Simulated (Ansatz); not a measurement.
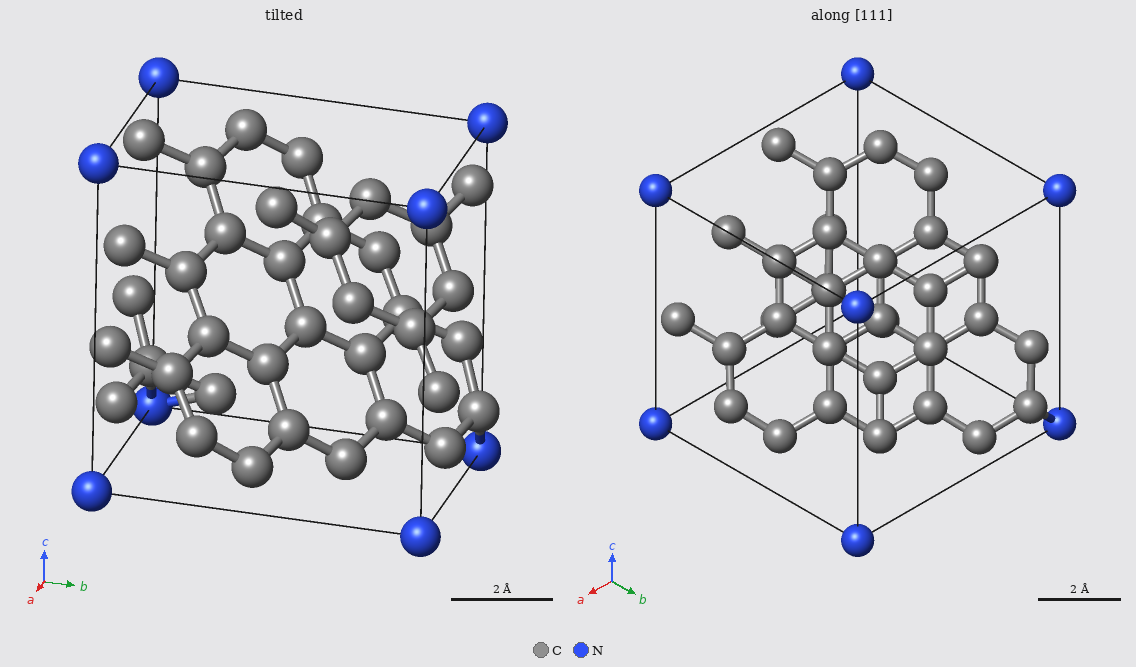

The image is a ball-and-stick drawing of a crystal, viewed slightly off an axis and along [111]. The wireframe shows the simulation cell.

Describe the crystal.

The material is C$_{32}$N. No symmetry beyond translations is left (P1). With Z = 1, the cell contains 32 C, 1 N. About every N there are two C in a bent arrangement at about 1.4 Å. The bonds build C32N layers parallel to (111).

The initial geometry was a structure listed in the Materials Project, repeated into a supercell with a point defect put in. The cell was then strained or its atoms displaced on purpose. Ansatz was used for an electronic-structure calculation on it.
